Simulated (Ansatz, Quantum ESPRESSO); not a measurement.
# 1T-SnS2, 2 layers, AA stacking: the gap on the mesh at a withheld member of a series

How the rows were computed: Quantum ESPRESSO 7.5, PBE, SG15 norm-conserving. Cell and atoms are relaxed under PBE-D3(BJ) (GBRV files) and held. Screened hybrids with norm-conserving files, screening 0.106 per bohr, fixed occupations, a 9×9×1 mesh with exchange on 3×3×1 q points. Levels count from the potential in the middle of the vacuum. The series steps the share of short-range exact exchange (0.25 is HSE06, 0 is PBE).

| share of short-range exact exchange | gap on the mesh (eV) |
| --- | --- |
| 0 | 1.552 |
| 0.125 | 1.898 |
| 0.25 | 2.259 |
| 0.3 | 2.408 |

**Question.** What is the gap on the mesh at 0.4?

By hand: The rows at 0.25 and 0.3 give a slope of (2.408 − (2.259))/(0.3 − (0.25)) = 2.98, so a straight line gives 2.706 eV. A parabola through these and the row at 0.125 gives 2.714 eV.

What the calculation gave: 2.712 eV. The line misses by −0.006 and the parabola by +0.002 eV. Both misses are under 5 % of the step from the nearer row.

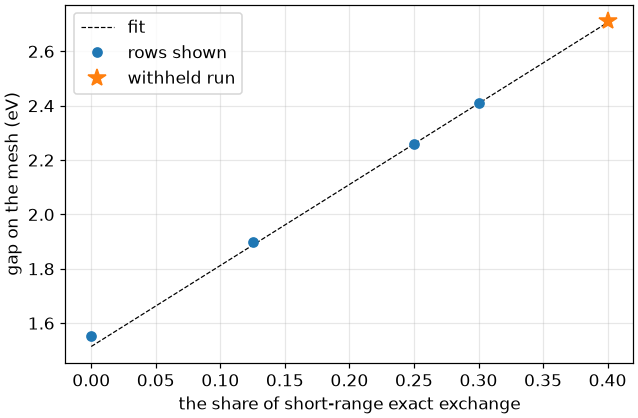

The rows shown, the fit and the withheld run.

**Limits.** Gaps are those of the mesh; no spin-orbit coupling; the q mesh was not tested; the geometry stays that of PBE-D3(BJ).
